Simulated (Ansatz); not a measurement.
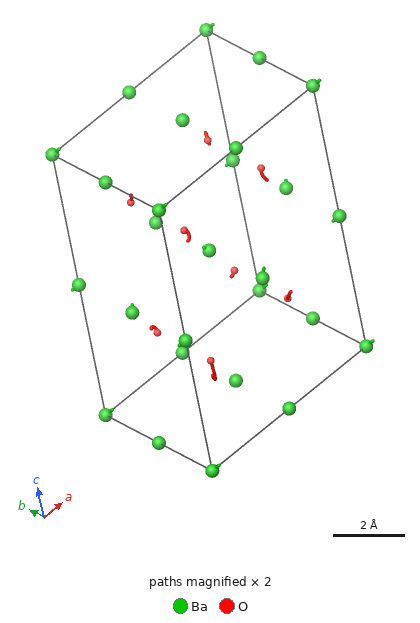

Molecular dynamics of a 16-atom cell of BaO (built on the rocksalt type), 60 fs long. Dots mark each atom's position at evenly spaced times, in the colour of its element; spheres stand at the starting positions. The excursions are magnified 2 times. Seen slightly off an axis in the reduced simulation cell.

Level of theory: DFT, PBEsol, plane waves, PAW (Ansatz 0.2.0). Run with plane-wave cutoff 420 eV; k-point mesh 2 × 2 × 2; Fermi-Dirac smearing 0.026 eV; constant energy (NVE); velocities drawn for 300 K; time step 2 fs.

Question: What do the traces tell about the motion?

Answer: Root-mean-square distances from the starting positions over the second half, with the common drift of all atoms taken out: O 0.18 Å, Ba 0.10 Å. The run lasts only 60 fs, too short to tell vibration from diffusion. Over the second half the temperature averages 133 K (spread ±22 K). The potential energy is still drifting at the end, so the run hasn't reached equilibrium. The potential energy in the second half lies on average 20.2 meV per atom above the first frame.

Cost: 2.1 min on 4 threads of Arm Neoverse N1 (shared host), peak memory 1.1 GiB.
